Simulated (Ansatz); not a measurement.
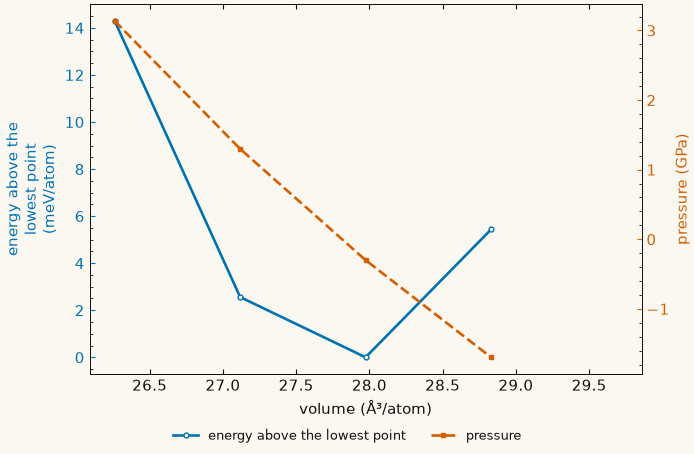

The picture above shows the energy above the lowest point and pressure against volume for As, space group Fd-3m (No. 227) (one of a set of cubic test structures, which need not be the stable phase).

Computed with Ansatz 0.2.0 development build: equation of state of a cubic crystal from periodic Kohn-Sham density functional theory without spin, third-order Birch-Murnaghan fit to the free energies; pressure corrected for the finite basis. Level: r2SCAN.

| setting | value |
| --- | --- |
| structure type | diamond |
| atoms in cell | 2 |
| space group number | 227 |
| lattice centring | face-centred primitive |
| k mesh | 10×10×10 |
| occupation method | Fermi–Dirac |
| occupation width | 0.1 eV |
| wave cutoff | 500 eV |
| datasets | soft-1 PAW |
| density tolerance | 1e−07 eV |
| bands | 19 |
| density cutoff ratio | 4 |
| search for lower states | default |

The point at volume 29.69 Å³/atom is left out of the plot. What does the calculation give there?

| volume (Å³/atom) | energy above the lowest point (meV/atom) | pressure (GPa) |
| --- | --- | --- |
| 29.69 | 17.8 | −2.905 |

Limits of the calculation: cubic model structure, not the ambient form.
